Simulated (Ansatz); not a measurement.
# HW₁₂Se₂₄ (cell with a defect): what the fields show

Input file:

```
crystal:
  lattice:
    - [-3.2790123668, 5.679416018, 7.0056381402]
    - [-3.2790123668, -5.679416018, 7.0056381402]
    - [6.5580247336, 0.0, 7.0056381402]
  atoms:
    - { symbol: W, position: [0.5, 0.5, 0.0] }
    - { symbol: W, position: [0.8333333333, 0.3333333333, 0.8333333333] }
    - { symbol: W, position: [0.1666666667, 0.6666666667, 0.1666666667] }
    - { symbol: W, position: [0.3333333333, 0.3333333333, 0.3333333333] }
    - { symbol: W, position: [0.6666666667, 0.6666666667, 0.6666666667] }
    - { symbol: W, position: [0.3333333333, 0.8333333333, 0.8333333333] }
    - { symbol: W, position: [0.6666666667, 0.1666666667, 0.1666666667] }
    - { symbol: W, position: [0.0, 0.5, 0.5] }
    - { symbol: W, position: [0.0, 0.0, 0.0] }
    - { symbol: W, position: [0.5, 1.0, 0.5] }
    - { symbol: W, position: [0.8333333333, 0.8333333333, 0.3333333333] }
    - { symbol: W, position: [0.1666666667, 0.1666666667, 0.6666666667] }
    - { symbol: Se, position: [0.4135189205, 0.5801855872, 0.2468522538] }
    - { symbol: Se, position: [0.7468522538, 0.4135189205, 0.0801855872] }
    - { symbol: Se, position: [0.0801855872, 0.7468522538, 0.4135189205] }
    - { symbol: Se, position: [0.2468522538, 0.4135189205, 0.5801855872] }
    - { symbol: Se, position: [0.5801855872, 0.7468522538, 0.9135189205] }
    - { symbol: Se, position: [0.2478080086, 0.9141079587, 0.0750415819], spin: 0.143 }
    - { symbol: Se, position: [0.5801855872, 0.2468522538, 0.4135189205] }
    - { symbol: Se, position: [0.9135189205, 0.5801855872, 0.7468522538] }
    - { symbol: Se, position: [0.9058905392, 0.0871539301, 0.2484528201], spin: 0.143 }
    - { symbol: Se, position: [0.4135189205, 0.0801855872, 0.7468522538] }
    - { symbol: Se, position: [0.7468522538, 0.9135189205, 0.5801855872] }
    - { symbol: Se, position: [0.0711199593, 0.2472539887, 0.9200018302], spin: 0.143 }
    - { symbol: Se, position: [0.5864810795, 0.7531477462, 0.4198144128] }
    - { symbol: Se, position: [0.9198144128, 0.5864810795, 0.2531477462] }
    - { symbol: Se, position: [0.2531477462, 0.9198144128, 0.5864810795] }
    - { symbol: Se, position: [0.4198144128, 0.5864810795, 0.7531477462] }
    - { symbol: Se, position: [0.7531477462, 0.9198144128, 0.0864810795] }
    - { symbol: Se, position: [0.4192143385, 0.0905274083, 0.2568897611], spin: 0.143 }
    - { symbol: Se, position: [0.7531477462, 0.4198144128, 0.5864810795] }
    - { symbol: Se, position: [0.0864810795, 0.7531477462, 0.9198144128] }
    - { symbol: Se, position: [0.0798168016, 0.2582635794, 0.4252877655], spin: 0.143 }
    - { symbol: Se, position: [0.5864810795, 0.2531477462, 0.9198144128] }
    - { symbol: Se, position: [0.9198144128, 0.0864810795, 0.7531477462] }
    - { symbol: Se, position: [0.251219239, 0.4069446154, 0.095517958], spin: 0.143 }
    - { symbol: H, position: [0.1649321082, 0.158457561, 0.1554656315], spin: 0.143 }
  host:
    lattice:
      - [3.2790123668, 0.0, 0.0]
      - [-1.6395061834, 2.839708009, 0.0]
      - [0.0, 0.0, 7.0056381402]
    atoms:
      - { symbol: W, position: [0.0, 0.0, 0.0] }
      - { symbol: Se, position: [0.3333333333, 0.6666666667, 0.2405567615] }
      - { symbol: Se, position: [0.3333333333, 0.6666666667, 0.7594432385] }
basis:
  ecutwfc: 420
  xc_grid: 2
kpoints:
  mp_grid: { grid: [2, 2, 2], shift: [0.5, 0.5, 0.5] }
hamiltonian:
  xc: pbe
  dispersion: d3bj
scf:
  occupations: { method: gaussian, width: 0.01 }
output:
  forces: true
  stress: false
  eigenvalues: true
  populations: true
  charged_corrections:
    defect_position: [0.16666667, 0.16666667, 0.16666667]
    epsilon: [[14.1909, 0.0, 0.0], [0.0, 14.1909, 0.0], [0.0, 0.0, 5.302]]
  write_density: true
  write_potential: true
  elf: true
  volumetric_format: npy
magnetization:
  spin_polarized: true
relax:
  adjacent_minimum: "off"
  f_tol: 0.025
  max_steps: 45
```

Command:

```sh
ansatz run input.yaml --threads 4 --pin off --max-ram 10240MiB --backend cpu --events-out ev --progress --plain --runs-dir out
```

The fields are those of the run's last geometry, not of the input's.

Spin-polarised.

All numbers below come from DFT PBE+D3(BJ), scalar-relativistic, plane waves, PAW (Ansatz).

Core electrons are frozen (PAW), and the valence fields are smoothed inside the atomic spheres.

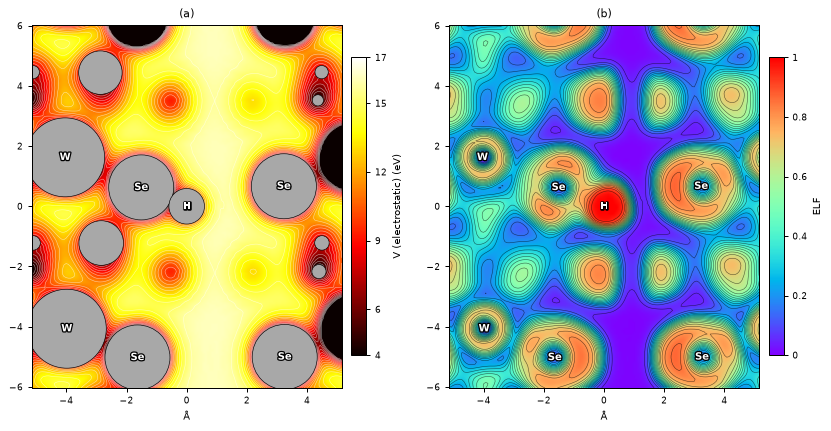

Figure 1. (a) electrostatic potential (local pseudopotential plus Hartree) felt by an electron; (b) electron localisation function on the (011) plane of the calculation cell. Grey discs cover the atomic cores in the potential map.

Describe what can be read from this map.

Answer. The section cuts through W, Se and H sites. Se–H (1.64 Å): the ELF climbs to about 1 towards the hydrogen, as it does in any bond to H. W–Se (2.54 Å): the ELF is about 0.55 at the midpoint. W–Se (2.72 Å): the ELF is about 0.40 at the midpoint. The features right at W lie inside the PAW spheres, where the map follows smoothed inner orbitals and isn't to be read closely. Outside the cores the potential energy rises away from the atoms and is highest about 2.5 Å from the nearest atoms; its zero is arbitrary.

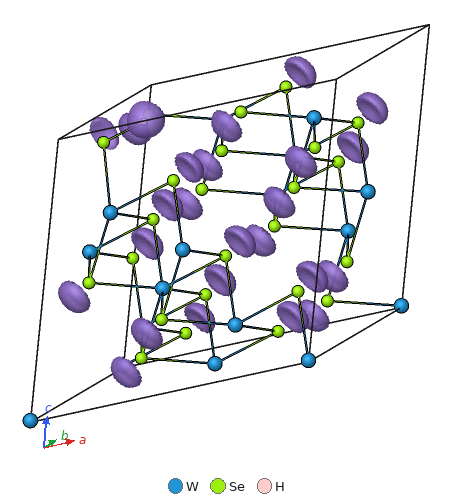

Figure 2. Isosurface of the electron localisation function at 0.85 (purple), seen slightly off an axis. Core shells and regions of very low density are left out. Sticks mark near contacts.

Describe the localisation domains.

Answer. At this value the surface marks out one region around a hydrogen nucleus and 24 lobes on Se, pointing away from the bonds (lone pairs), counted in one cell of 37 atoms. Any copies at cell faces, edges or corners count once.


 W–Se (2.52 Å): the ELF is about 0.50 at the midpoint.
